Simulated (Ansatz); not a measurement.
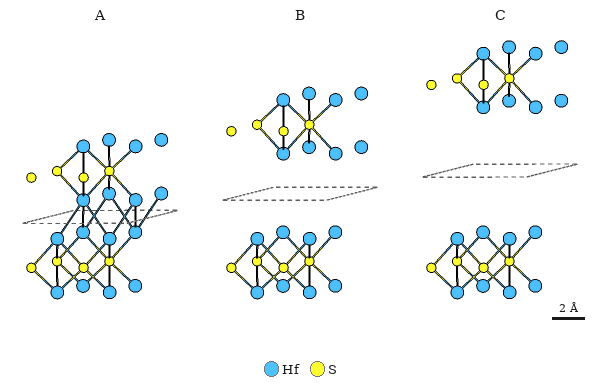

A crystal of Hf₂S (P6_3/mmc): the crystal is pulled apart rigidly along the normal of the (0 0 1) plane of the conventional cell, at a cut between a plane of Hf below and one of Hf above, 2.37 Å apart. One cut stands in each cell, which starts 11.7 Å high; nothing is relaxed, and the dashed outline marks the cut. The picture is a ball-and-stick view of the layers on both sides of the cut, seen from the side, nearly along the cut plane.

Level of theory: DFT PBEsol, scalar-relativistic, plane waves, PAW in Ansatz 0.2.0. Settings: plane-wave cutoff 420 eV; k-point mesh 16 × 16 × 4; occupations gaussian; smearing width 0.15 eV; no spin polarisation. Energies (free energies at the smearing named) are counted from the relaxed crystal.

**Order these geometries by energy, lowest first.**

Lowest first: A (the opening 0.00 Å, 0.000 J/m²), B (the opening 3.00 Å, 4.654 J/m²), C (the opening 6.00 Å, 4.919 J/m²). Over the whole scan: at the widest opening, 6.00 Å, the energy has risen by 4.919 J/m², where the curve has levelled off: this is the ideal work of separation, the sum of the two unrelaxed surface energies of a slab 11.7 Å thick. The steepest rise lies between 0.50 Å and 0.75 Å, with a mean traction of about 25 GPa. Pressing the cut together by 0.30 Å costs 0.619 J/m².
